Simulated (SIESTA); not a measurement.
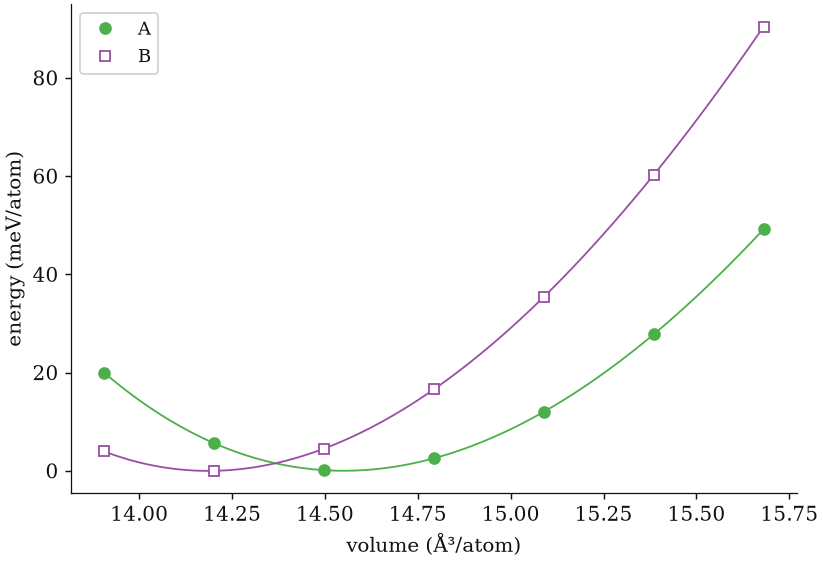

The figure shows the energy against volume, with one curve for each functional, for HfN (space group F-43m). The labels are replaced by letters. In alphabetical order the cases are: LDA; PBEsol.

Method: DFT in numerical atomic orbitals with pseudopotentials, no spin polarisation; energies at scaled volumes of the given cell, shape and fractions fixed, counted from the fit's minimum, third-order Birch-Murnaghan fit (SIESTA 5.4.2). All runs: no spin polarisation.

| setting | value |
| --- | --- |
| k mesh | 9×9×9 |
| occupations | Fermi–Dirac |
| smearing width | 0.05 eV |
| potentials | PseudoDojo 0.4 standard, converted to PSML, two zetas on semicore shells |

Which letter stands for which functional?

A: PBEsol; B: LDA.

Note: mulliken charges of long orbitals; short basis over semicore shells.
